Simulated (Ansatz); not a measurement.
# PbS(100) (Fm-3m bulk, 4 atomic planes (those closer than 0.6 Å count as one), 9 Å, PbS-terminated): simulated STM

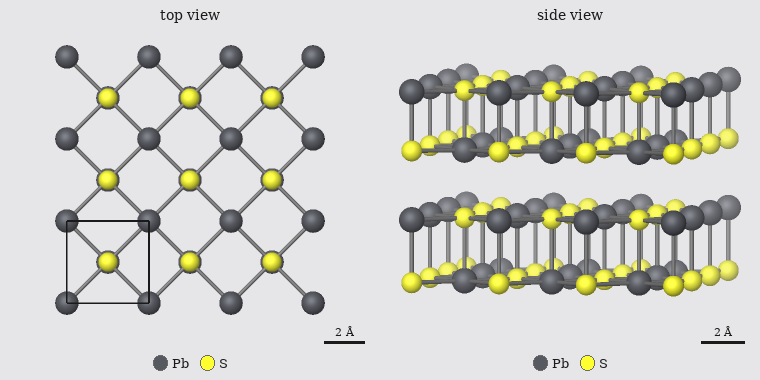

The relaxed structure from above and from the side.

All numbers here come from DFT PBE, scalar-relativistic, plane waves, PAW in Ansatz 0.2.0. Cutoff 420 eV, 14 × 14 k-points, Gaussian smearing 0.05 eV, dipole correction. The slab is a cut without reconstruction beyond its cell, at the source's lattice constants, with its lower half held fixed and the rest relaxed. No spin polarisation. Spin–orbit coupling is left out; with Pb it can shift levels and gaps.

The STM signal is simulated in the Tersoff–Hamann approximation. Zero bias is put in the middle of the gap by convention. Bias windows are sharp sums over the levels of the k mesh.

```yaml
crystal:
  lattice:
    - [4.19314, 0.00000, 0.00000]
    - [0.00000, 4.19314, 0.00000]
    - [0.00000, 0.00000, 26.89500]
  atoms:
    - { symbol: Pb, position: [0.50000, 0.50000, 0.33463] }
    - { symbol: S, position: [0.00000, 0.00000, 0.33463] }
    - { symbol: Pb, position: [0.00000, 0.00000, 0.44488] }
    - { symbol: S, position: [0.50000, 0.50000, 0.44488] }
    - { symbol: Pb, position: [0.50000, 0.50000, 0.56361] }
    - { symbol: S, position: [0.00000, 0.00000, 0.56569] }
    - { symbol: Pb, position: [0.00000, 0.00000, 0.66927] }
    - { symbol: S, position: [0.50000, 0.50000, 0.66774] }
```

## 1. One image

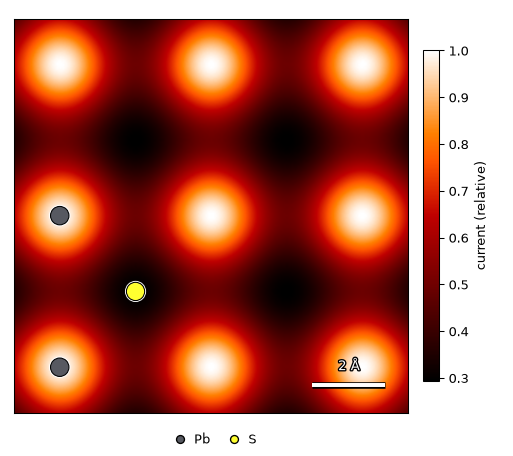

Constant-height image 3.0 Å above the topmost atom of this surface, sample bias +1.80 V. The atoms seen from above are drawn over one corner (deeper ones smaller).

**What lies under the maxima and minima of this image?**

The brightest spots lie over the top Pb atoms; the darkest points are over the top S atoms. The brightest point carries 3.4 times the current of the darkest.

## 2. Approach curves

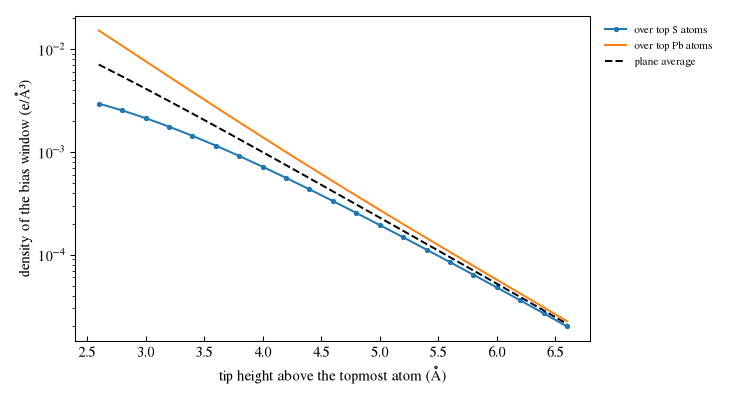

Approach curves over this surface at a sample bias of +2.40 V.

**How fast does the current decay, and what apparent barrier height does that imply?**

Near 4 Å the plane average falls as exp(−1.45 z/Å), a factor of 4.3 per ångström, which gives an apparent barrier of 2.0 eV (0.952 eV Å² times the slope squared). The vacuum level lies 3.74 eV above zero bias. The upper edge of the window lies 1.34 eV under it. The apparent barrier is above 1.34 eV. At 4 Å the 0.60 eV of states nearest the upper edge carry 78 % of the density.

## 3. States by depth

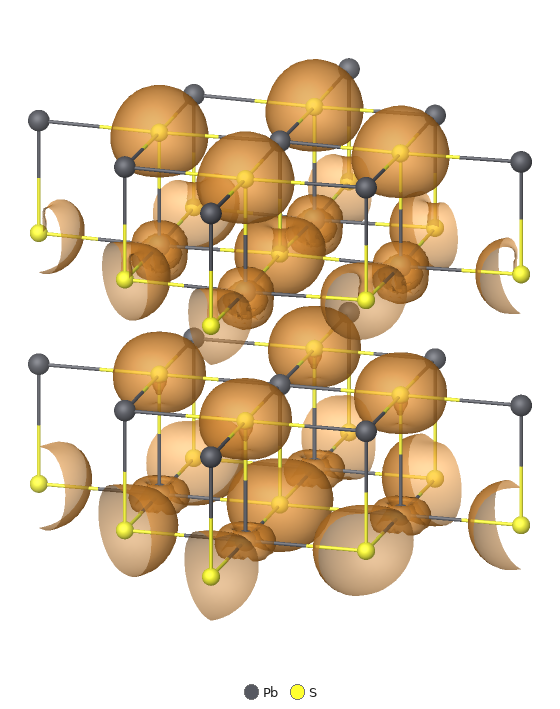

Density of all states between −1.20 and −0.85 eV (zero: the middle of the gap) of this surface: orange isosurface at 2.1 × 10⁻² e/Å³, seen from the side, tilted.

The picture shows the smooth PAW orbitals' density alone; the shares below count all of it.

**Where in the slab do these states sit?**

The window holds 2 states per cell. Shares by plane (space cut midway between planes), top to bottom: PbS 26 %, PbS 21 %, PbS 21 %, PbS 33 %; the outer planes' shares include the vacuum, and density in a gap between layers is shared out between the planes on either side.

## 4. Bias series

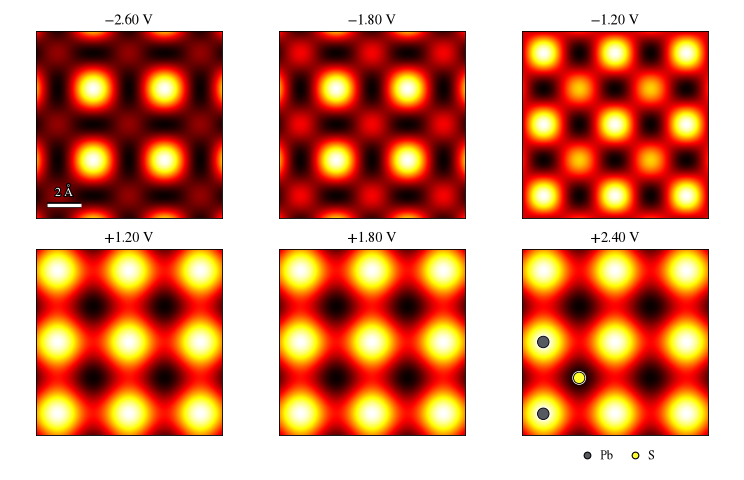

Constant-height images of this surface at 6 sample biases, each on its own colour scale; the last has the atoms seen from above drawn over one corner (deeper ones smaller).

**How do the images change with bias?**

```json
{"bias": "−2.60 V", "height (Å)": "4.5", "bright/dark": "1.8", "brightest over": "top S atoms"}
{"bias": "−1.80 V", "height (Å)": "4.5", "bright/dark": "1.7", "brightest over": "top S atoms"}
{"bias": "−1.20 V", "height (Å)": "4.5", "bright/dark": "1.6", "brightest over": "top Pb atoms"}
{"bias": "+1.20 V", "height (Å)": "4.5", "bright/dark": "1.6", "brightest over": "top Pb atoms"}
{"bias": "+1.80 V", "height (Å)": "4.5", "bright/dark": "1.7", "brightest over": "top Pb atoms"}
{"bias": "+2.40 V", "height (Å)": "4.5", "bright/dark": "1.6", "brightest over": "top Pb atoms"}
```

On its k mesh the slab has a gap of 1.22 eV, inside which this model gives no current; semilocal functionals usually make such gaps too small.
